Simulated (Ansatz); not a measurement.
Si8HS16 (cell charge −1, with a compensating background) (cell with a defect)

Input

```
crystal:
  lattice:
    - [-6.3694089842, 0.0, 5.5926732962]
    - [6.3694089842, 0.0, 5.5926732962]
    - [0.0, 11.0875936402, 0.0]
  atoms:
    - { symbol: Si, position: [0.375, 0.375, 0.0] }
    - { symbol: Si, position: [0.875, 0.375, 0.5] }
    - { symbol: Si, position: [0.875, 0.875, 0.0] }
    - { symbol: Si, position: [0.375, 0.875, 0.5] }
    - { symbol: Si, position: [0.125, 0.125, 0.0] }
    - { symbol: Si, position: [0.625, 0.125, 0.5] }
    - { symbol: Si, position: [0.625, 0.625, 0.0] }
    - { symbol: Si, position: [0.125, 0.625, 0.5] }
    - { symbol: S, position: [0.0907193284, 0.4092806716, 0.3960278357] }
    - { symbol: S, position: [0.5907193284, 0.4092806716, 0.8960278357] }
    - { symbol: S, position: [0.5907193284, 0.9092806716, 0.3960278357] }
    - { symbol: S, position: [0.0907193284, 0.9092806716, 0.8960278357] }
    - { symbol: S, position: [0.9092806716, 0.0907193284, 0.1039721643] }
    - { symbol: S, position: [0.4092806716, 0.0907193284, 0.6039721643] }
    - { symbol: S, position: [0.4092806716, 0.5907193284, 0.1039721643] }
    - { symbol: S, position: [0.9092806716, 0.5907193284, 0.6039721643] }
    - { symbol: S, position: [0.8407193284, 0.1592806716, 0.6039721643] }
    - { symbol: S, position: [0.3407193284, 0.1592806716, 0.1039721643] }
    - { symbol: S, position: [0.3407193284, 0.6592806716, 0.6039721643] }
    - { symbol: S, position: [0.8407193284, 0.6592806716, 0.1039721643] }
    - { symbol: S, position: [0.1592806716, 0.3407193284, 0.8960278357] }
    - { symbol: S, position: [0.6592806716, 0.3407193284, 0.3960278357] }
    - { symbol: S, position: [0.6592806716, 0.8407193284, 0.8960278357] }
    - { symbol: S, position: [0.1592806716, 0.8407193284, 0.3960278357] }
    - { symbol: H, position: [0.6765338857, 0.3053605086, 0.1202780589] }
total_charge: -1
basis:
  ecutwfc: 420
  xc_grid: 2
kpoints:
  mp_grid: { grid: [2, 2, 2], shift: [0.5, 0.5, 0.5] }
hamiltonian:
  xc: pbe
scf:
  occupations: { method: gaussian, width: 0.02 }
output:
  forces: true
  stress: false
  eigenvalues: true
  write_density: true
  write_potential: true
  elf: true
  volumetric_format: npy
relax:
  adjacent_minimum: "off"
  f_tol: 0.02
  max_steps: 60
```

Run with:

```sh
ansatz run input.yaml --threads 4 --pin off --max-ram 8192MiB --backend cpu --events-out ev --progress --plain --runs-dir out
```

The fields are those of the relaxed geometry.

These are results of DFT PBE, scalar-relativistic, plane waves, PAW in Ansatz 0.2.0, not measurements.

> What can the converged valence pseudo-density and electron localisation function tell about the bonding?

Si–S (2.15 Å): ρ at the midpoint is about 0.81 e/Å³; the ELF peaks at about 0.90 between the atoms, as expected for localised, covalent bonding.

> Metal or insulator at this level of theory?

It is gapped, with a Kohn–Sham gap of 2.3 eV on the k-point mesh, an upper bound to the gap of this method.

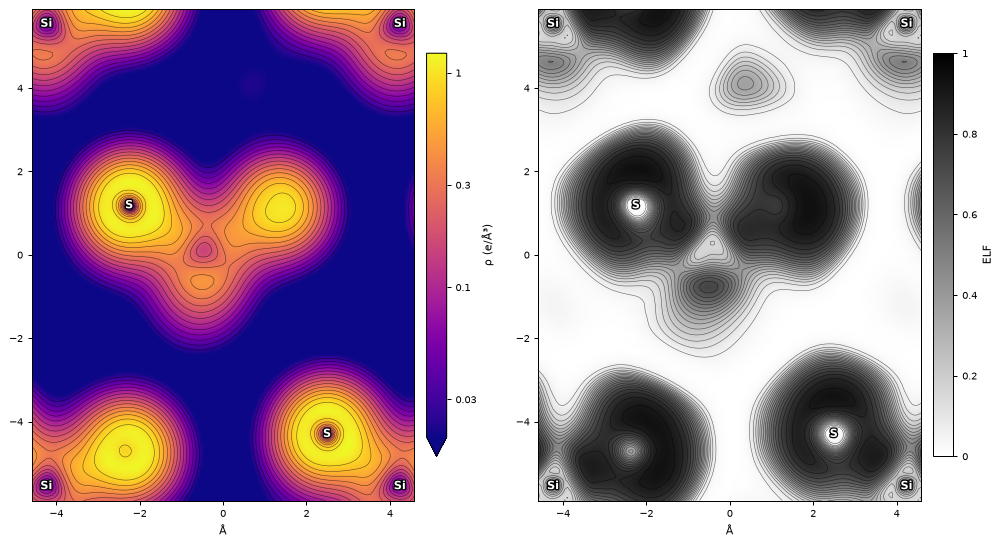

Computed valence pseudo-density and electron localisation function on the (100) plane of the calculation cell, in this order. Atoms just off the plane (Si, 0.3 Å away and S, 0.4 Å away) can leave unmarked features too.
